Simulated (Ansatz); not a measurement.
```yaml
crystal:
  lattice:
    - [-3.15409, -5.46304, 0.00000]
    - [6.30818, 0.00000, 0.00000]
    - [0.00000, 0.00000, 12.14483]
  atoms:
    - { symbol: W, position: [0.17192, 0.82841, 0.73231] }
    - { symbol: W, position: [0.17193, 0.34284, 0.73231] }
    - { symbol: W, position: [0.65754, 0.82842, 0.73231] }
    - { symbol: W, position: [0.66710, 0.33323, 0.74332] }
    - { symbol: W, position: [0.34343, 0.17135, 0.26655] }
    - { symbol: W, position: [0.33380, 0.66653, 0.25553] }
    - { symbol: W, position: [0.82899, 0.17134, 0.26655] }
    - { symbol: W, position: [0.82899, 0.65691, 0.26653] }
    - { symbol: S, position: [0.15885, 0.84150, 0.13434] }
    - { symbol: S, position: [0.15884, 0.31658, 0.13436] }
    - { symbol: S, position: [0.68370, 0.84148, 0.13435] }
    - { symbol: S, position: [0.66710, 0.33317, 0.13093] }
    - { symbol: S, position: [0.33967, 0.16949, 0.60820] }
    - { symbol: S, position: [0.33381, 0.66657, 0.60151] }
    - { symbol: S, position: [0.83085, 0.16951, 0.60821] }
    - { symbol: S, position: [0.83085, 0.66067, 0.60821] }
    - { symbol: S, position: [0.17008, 0.83026, 0.39065] }
    - { symbol: S, position: [0.17008, 0.33909, 0.39065] }
    - { symbol: S, position: [0.66125, 0.83026, 0.39064] }
    - { symbol: S, position: [0.66716, 0.33323, 0.39735] }
    - { symbol: S, position: [0.31717, 0.15825, 0.86450] }
    - { symbol: S, position: [0.33379, 0.66656, 0.86791] }
    - { symbol: S, position: [0.84209, 0.15828, 0.86451] }
    - { symbol: S, position: [0.84208, 0.68313, 0.86451] }
    - { symbol: W, position: [0.00040, 0.99989, 0.99943] }
```

Level of theory: DFT PBE+D3(BJ), scalar-relativistic, plane waves, PAW in Ansatz 0.2.0.

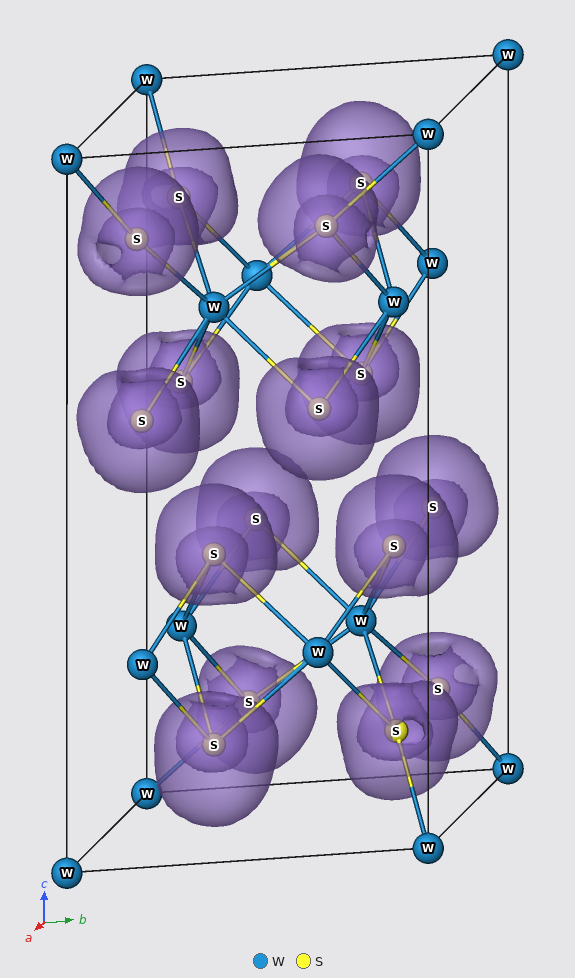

W9S16 (cell with a defect). Isosurface of the electron localisation function at 0.75 (purple), seen slightly off an axis. Only the valence region is drawn (cores and ρ < 0.01 e/Å³ removed). Sticks mark near contacts.

Question: Describe the localisation domains.

Answer: The surface consists of 16 regions wrapped around S (the valence shell of each), counted in one cell of 25 atoms. Any copies at cell faces, edges or corners count once. Profiles from the grid: W–S (2.38 Å): the ELF peaks at about 0.85 in the valence shell of S, 0.8 Å from its nucleus, and is about 0.45 at the midpoint. W–S (2.43 Å): the ELF peaks at about 0.85 in the valence shell of S, 0.8 Å from its nucleus, and is about 0.50 at the midpoint.
